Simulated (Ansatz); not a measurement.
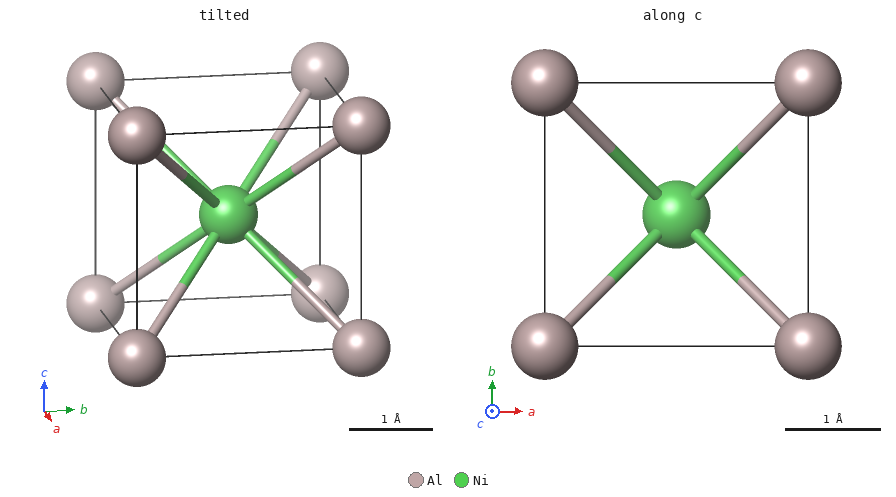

An orthographic ball-and-stick view of the structure, slightly off an axis and along the c axis. Thin lines show the unit cell, with boundary atoms drawn in all their periodic places.

AlNi, a = 2.77 Å, b = 2.77 Å, c = 2.78 Å, α = 90.00°, β = 90.00°, γ = 90.00°.

Method used: DFT PBEsol, scalar-relativistic, plane waves, PAW (Ansatz). It ran with an energy cutoff of 420 eV, Brillouin-zone sampling on a 20×20×20 mesh, Gaussian smearing of 0.15 eV, no spin polarisation (a spin-restricted run, not always the ground state).

Question: Is the electronic structure metallic or gapped?

Answer: A metal: bands cross the Fermi level.

Question: Which way would the volume go on relaxing?

Answer: The computed pressure is 19.3 GPa (compressed: it would expand).

The initial geometry was a structure listed in the Materials Project. The cell was then strained or its atoms displaced on purpose. It was run through Ansatz as a DFT input.

At this level of theory the run's own cell isn't at rest (compressed, at 19 GPa), so its distances can differ from those at equilibrium, the more so the softer the solid.
